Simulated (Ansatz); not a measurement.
# TaN: single-point calculation

System: TaN (Fm-3m, 2 atoms in the cell).
Method: DFT PBE, scalar-relativistic, plane waves, PAW, no spin polarisation (Ansatz 0.2.0).

The structure derives from an entry of the Crystallography Open Database. Figures and captions count atoms from 1; the log counts them from 0 in places.

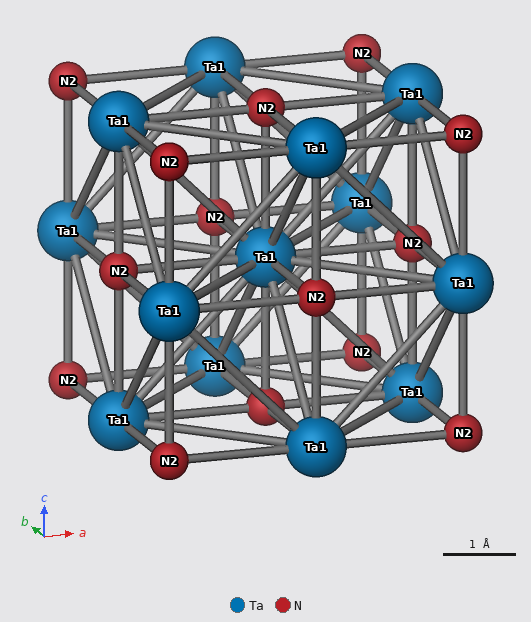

**Figure 1.** The structure as given in the input (ball-and-stick view of the cell 4 times as large as that of the calculation, set on its symmetry axes, seen slightly off an axis; atoms are numbered from 1 in the order of the input). An atom can appear more than once, as a periodic image.

Results in brief:

- outcome: converged
- space group (tolerance 0.01 Å): Fm-3m (225)
- electrons treated: 18
- free energy: −10317.8858 eV
- Fermi energy: 22.367 eV
- gap on the k-point mesh: none (metallic)
- pressure: 14.56 GPa
- largest force (length of the vector): under 0.001 eV/Å
- hardware: 1 thread of Intel Xeon (Granite Rapids), 32 GiB of memory available, shared host
- wall time: 2.8 s
- peak memory: 0.4 GiB

Notes:

Spin–orbit coupling is left out, which matters for Ta. The cell is under a pressure of 14.6 GPa at this level, so it is not at its equilibrium volume.

Input file:
```yaml
crystal:
  lattice:
    - [0.0, 2.179, 2.179]
    - [2.179, 0.0, 2.179]
    - [2.179, 2.179, 0.0]
  atoms:
    - { symbol: Ta, position: [0.5, 0.5, 0.5] }
    - { symbol: "N", position: [0.0, 0.0, 0.0] }
basis:
  ecutwfc: 420
kpoints:
  mp_grid: { grid: [18, 18, 18] }
hamiltonian:
  xc: pbe
scf:
  occupations: { method: gaussian, width: 0.15 }
output:
  forces: true
  stress: true
  eigenvalues: true
  write_density: true
  write_potential: true
  elf: true
  volumetric_format: npy
```

Launch command:
```bash
ansatz run input.yaml --threads 1 --pin off --max-ram 2560MiB --backend cpu --events-out ev --progress --plain --runs-dir out
```

The program's output:
```
Engine: ansatz 0.2.0, x86_64-unknown-linux-gnu
Pseudopotentials: kind: paw
Pseudopotential: Ta, paw, valence charge 13, recommended cutoff 420 eV (normal), Ta.paw.azcp
Pseudopotential: N, paw, valence charge 5, recommended cutoff 420 eV (normal), N.paw.azcp
Functional definition: PBE
  parameter kappa = 0.804
  parameter beta = 0.06672455060314922
  exchange = pbe_x(kappa = kappa, mu = beta*pi^2/3)
  correlation = pbe_c(beta = beta)
Crystal: 2 atoms, lattice volume = 20.692 Å³
Basis set: ecut = 420 eV, 411 PW (Γ), exchange–correlation on 48×48×48 points (8 copies of the dense FFT grid, shifted against one another)
Bands: 13, of which v1, the nominal top of the filled ones, is band 9 counted from 1 (8 counted from 0)
Symmetry: 48 space group operations
Space group: Fm-3m (ITA 225), of the structure as read, at distance tolerance 2.7e-5 Å
k-points: 195 of 5832
Non-local potential: Ta, projectors of the file, l = 0: 3, l = 1: 2, l = 2: 2, l = 3: 1
Non-local potential: N, projectors of the file, l = 0: 2, l = 1: 2, l = 2: 1
PAW form: soft (Blöchl's): semilocal exchange-correlation on the pseudo side does not see the compensation charge
PAW one-centre angular grid: Ta, 590 points (default); XC on 64 Gauss nodes
PAW one-centre angular grid: N, 110 points (default); XC on 64 Gauss nodes
Initial density: superposition of atomic densities (neutral atoms: chi_scale 0, normalization atom), corrected by the library's trained network
Initial wavefunctions: pseudopotential atomic-orbital guess
Functional: x = pbe(κ = 0.804, μ = 0.2195149727645171), c = pbe(β = 0.06672455060314922)
SCF iter   1: F=—  HF=-10317.886204 eV  |F-HF|=—  |Δ(HF+E_count)|=         —  Δρ=2.18e-3  dr2=8.18e-4  ethr=1.77e-3  ⟨swp⟩=5.3  Hψ=29550  notcnv=0  defer=62
automatic band count: the SCF goes on with 17 bands, as 13 were too few: the levels above may hold too much charge
preconditioner: auto → none  [metal: Δε(μ)=0.021 eV  Ē_g=15.894 eV  σ=0.150 eV  W_gap=0.08  n_scr=8 (ndim 8)  ℏωp=25.8 eV  f_vac=0.000  D(μ)=0.84/eV (n_scr^D=8)  sad-step TF]
SCF iter   2: F=—  HF=-10317.885795 eV  |F-HF|=—  |Δ(HF+E_count)|=   4.09e-4  Δρ=1.36e-3  dr2=3.56e-4  ethr=4.55e-6  ⟨swp⟩=2.0  Hψ=5382  notcnv=0  defer=62
SCF iter   3: F=—  HF=-10317.885843 eV  |F-HF|=—  |Δ(HF+E_count)|=   4.78e-5  Δρ=3.28e-4  dr2=1.57e-5  ethr=1.98e-6  ⟨swp⟩=2.2  Hψ=3779  notcnv=0  defer=62
SCF iter   4: F=—  HF=-10317.885837 eV  |F-HF|=—  |Δ(HF+E_count)|=   5.82e-6  Δρ=1.19e-4  dr2=1.68e-6  ethr=8.71e-8  ⟨swp⟩=1.3  Hψ=3102  notcnv=0  defer=62
iter 5 did not close the SCF: its close was put off for the readings that it lacked (scf_convergence_deferred on its scf_iter line)
SCF iter   5: F=-10317.885837 eV  HF=-10317.885838 eV  |F-HF|=2.32e-8  |Δ(HF+E_count)|=   2.65e-7  Δρ=1.20e-5  dr2=2.96e-8  ethr=9.34e-9  ⟨swp⟩=2.2  Hψ=3530  notcnv=0  defer=62
SCF iter   6: F=-10317.885837 eV  HF=-10317.885837 eV  |F-HF|=1.21e-9  |Δ(HF+E_count)|=   8.71e-9  Δρ=4.51e-6  dr2=2.01e-9  ethr=1.64e-10  ⟨swp⟩=8.8  Hψ=18940  notcnv=0
SCF 1 converged in 6 iterations: F = -10317.885837 eV  dr2 = 2.01e-9
  greatest PAW one-centre occupation: 0.999 electrons in one spin orbital (limit 2), on the Ta atom at site 0 (counted from 0), in its partial waves of l = 0
SCF converged after 6 iterations
Free energy (F): -10317.885837 eV
Harris-Foulkes:  -10317.885837 eV  (|F-HF|=1.21e-9)
Internal energy: -10317.876373 eV  (E = F + TS)
E sigma→0 (E₀):  -10317.881105 eV
Entropy (-TS):   -0.009464 eV (-4.732 meV/atom)
Fermi energy:    22.366985 eV
--- Per-component energies (eV) ---
  E_band       = -33.635113
  E_kinetic    = 503.543831
  E_local      = -564.699682  (includes V_loc(G=0)·N_el)
  E_nonlocal   = 60.442073
  E_hartree    = 191.954628
  E_xc         = -280.879386
  E_vxc        = -283.651007  (∫ρ·V_xc dr)
  E_paw        = -8524.717534  (= ΣΔE_a)
  E_vpaw       = -133.179880  (= ΣTr[D̂ρ^β])
  E_aug_tail   = 0.000245  (compensation charges beyond the density's cutoff)
  E_ewald      = -1703.520548
  E_smearing   = -0.009464  (= −TS)
  E_closure    = 0.000000  (closes the sum)
  Σ components = -10317.885837   (vs F -10317.885837, Δ=0.00e0)
--- Forces (eV/Å), atoms counted from 1 ---
  atom   1  Ta     0.00000000    -0.00000000     0.00000000
  atom   2  N     -0.00000000     0.00000000     0.00000000
  max |Σ_I F_I| component: 3.67e-29 eV/Å
--- Stress (GPa, compression-positive) ---
       14.562341      -0.000000       0.000000
       -0.000000      14.562341       0.000000
        0.000000       0.000000      14.562341
  P = ⅓ Tr σ = 14.5623 GPa (145.623 kbar)
--- Band table (eV; the first three rows and the last of 195) ---
  k-point 0: bands = ["-47.0701", "-13.3110", "-13.3110", "-13.3110", "3.2815", "18.4444", "18.4444", "18.4444", "20.1783", "20.1783", "20.1783", "22.4413", "22.4413", "24.0883", "31.5267", "46.9484", "46.9484"]
  k-point 1: bands = ["-47.0681", "-13.3421", "-13.3137", "-13.3137", "3.3601", "18.0231", "18.1598", "18.1598", "20.3104", "20.3104", "20.3741", "22.7646", "22.7646", "24.3185", "31.7666", "45.6367", "46.3289"]
  k-point 2: bands = ["-47.0625", "-13.4307", "-13.3216", "-13.3216", "3.5890", "17.1283", "17.5391", "17.5391", "20.6231", "20.6231", "20.6880", "23.5774", "23.5774", "24.9265", "32.4451", "43.6243", "44.9256"]
  k-point 194: bands = ["-46.9840", "-13.9163", "-13.8312", "-13.6537", "5.2082", "14.7982", "15.4447", "15.4884", "21.5093", "22.8017", "26.0868", "26.5731", "27.1835", "32.4645", "33.9752", "35.1244", "38.0414"]
```

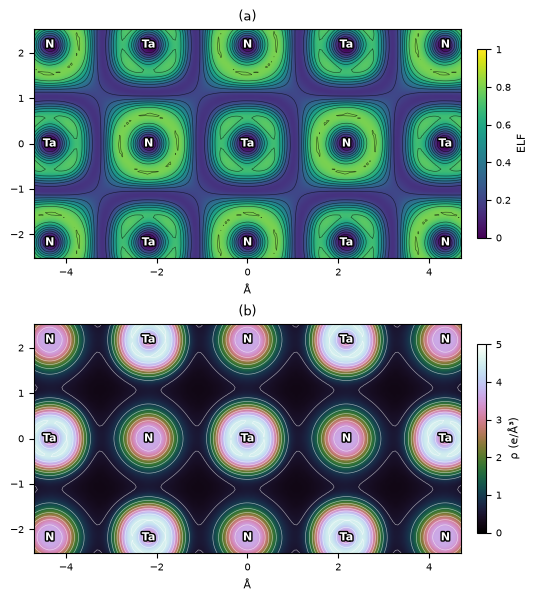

**Figure 2.** (a) ELF; (b) valence electron density on the (001) plane of the conventional cell. Atoms in the plane: Ta and N. Ta–N (2.18 Å): the density is about 0.56 e/Å³ at the midpoint; the ELF is about 0.15 at the midpoint; no shared pair; the contact is polar. Ta–Ta (3.08 Å): ρ at the midpoint is about 0.25 e/Å³; the ELF is about 0.20 at the midpoint; no shared electron pair. Away from the nuclei the density in this plane falls to 0.24 e/Å³ at its lowest. The strong features right at Ta lie inside the PAW spheres (semicore, d or f shells) and say nothing about bonding. Core electrons are frozen (PAW), so the fields are smoothed inside the atomic spheres.

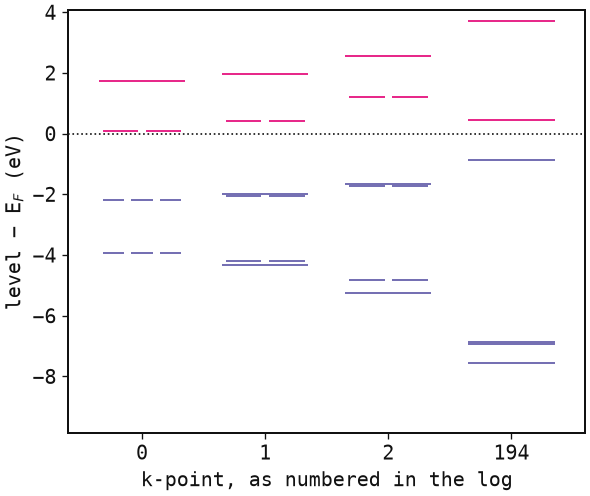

**Figure 3.** Kohn–Sham levels near the Fermi level (dotted) at the few k-points that the log prints; levels within 0.02 eV of each other stand side by side. The system is metallic on the full mesh.
